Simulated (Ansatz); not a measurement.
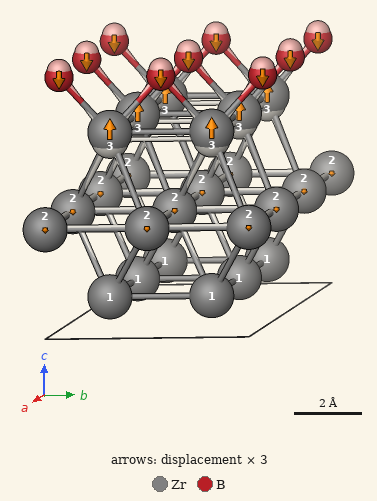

This is a constrained relaxation of a slab of composition Zr₃B (cut from the Im-3m phase). The starting structure is drawn faded, the final one solid; orange arrows show the displacements, 3 times their true length.

The picture is a ball-and-stick view of the 3 × 2 repeat of the cell, outlined in the plane, without the vacuum, seen slightly off an axis.

Case: B put at a bridge Zr-Zr site. The slab is the (1 1 0) face of Zr with B on it. 1 atoms are held fixed.

All numbers below come from DFT PBEsol, scalar-relativistic, plane waves, PAW in Ansatz 0.2.0. Settings: plane-wave cutoff 420 eV; k-point mesh 10 × 10 × 1; occupations gaussian; smearing width 0.1 eV; no spin polarisation; dipole correction; atoms relaxed in a fixed cell; force threshold 0.03 eV/Å; at most 70 steps.

### What happened in the run?

Over 3 accepted moves (4 points after the start) the energy falls by 0.551 eV per cell of the calculation. The largest force component goes from 2.2 to 0.0037 eV/Å. 1 step only repeated the SCF at the same geometry. The atom that moves furthest is a Zr atom (0.22 Å along the normal (+c)). By element the largest moves are Zr 0.22 Å, B 0.19 Å. The lattice vectors keep their values. Near-neighbour distances that change, for instance: B–Zr 2.595 → 2.274 Å, Zr–Zr 2.964 → 3.197 Å, Zr–Zr 3.447 → 3.649 Å, Zr–Zr 2.972 → 2.922 Å. Among the angles between lasting bonds that change: Zr–B–Zr 72.0° → 84.2°. The run took of the order of 110 core-seconds on a shared host.

Limits of the set-up: the periodic images lie only 3.0 Å apart, so the values are limited by the cell's size.
